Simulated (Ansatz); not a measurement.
Consider Ta$_{2}$C (slab).

The calculation's input:

```
crystal:
  lattice:
    - [3.1101644559, 0.0, 0.0]
    - [-1.5550822279, 2.6934814287, 0.0]
    - [0.0, 0.0, 27.3909719155]
  atoms:
    - { symbol: Ta, position: [0.6666666667, 0.3333333333, 0.2738128469] }
    - { symbol: C, position: [0.0, 0.0, 0.319564674] }
    - { symbol: Ta, position: [0.3333333333, 0.6666666667, 0.3653165011] }
    - { symbol: Ta, position: [0.6666666667, 0.3333333333, 0.4542481729] }
    - { symbol: C, position: [0.0, 0.0, 0.5] }
    - { symbol: Ta, position: [0.3333333333, 0.6666666667, 0.5457518271] }
    - { symbol: Ta, position: [0.6666666667, 0.3333333333, 0.6346834989] }
    - { symbol: C, position: [0.0, 0.0, 0.680435326] }
    - { symbol: Ta, position: [0.3333333333, 0.6666666667, 0.7261871531] }
basis:
  ecutwfc: 500
kpoints:
  mp_grid: { grid: [12, 12, 1] }
hamiltonian:
  xc: r2scan
scf:
  occupations: { method: gaussian, width: 0.1 }
output:
  forces: true
  stress: true
  eigenvalues: true
  write_density: true
  write_potential: true
  elf: true
  volumetric_format: npy
efield:
  axis: 3
  dipole_correction: true
  ramp_width: 0.04
```

Command:

```sh
ansatz run input.yaml --threads 2 --pin off --max-ram 5120MiB --backend cpu --events-out ev --progress --plain --runs-dir out
```

Not relaxed (largest force 0.6 eV/Å).

Method: DFT r2SCAN, scalar-relativistic, plane waves, PAW (Ansatz 0.2.0).

What can the converged valence pseudo-density and electron localisation function tell about the bonding?

Ta–C (2.19 Å): ρ at the midpoint is about 0.64 e/Å³; the ELF peaks at about 0.75 in the valence shell of C, 0.7 Å from its nucleus, and is about 0.25 at the midpoint.
Ta–Ta (3.03 Å): ρ is about 0.27 e/Å³ halfway; the ELF is about 0.40 at the midpoint.
Ta–Ta (3.08 Å): ρ is about 0.25 e/Å³ halfway; the ELF is about 0.25 at the midpoint (no shared electron pair shows on this line).

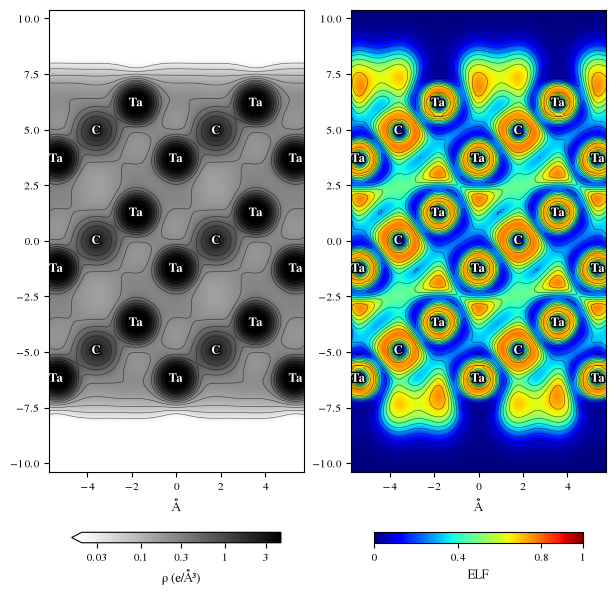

Computed valence pseudo-density and electron localisation function on the (110) plane of the calculation cell, a cut from vacuum to vacuum, in this order. 

The density is the valence pseudo-density of a PAW calculation; it isn't the true density close to the nuclei.
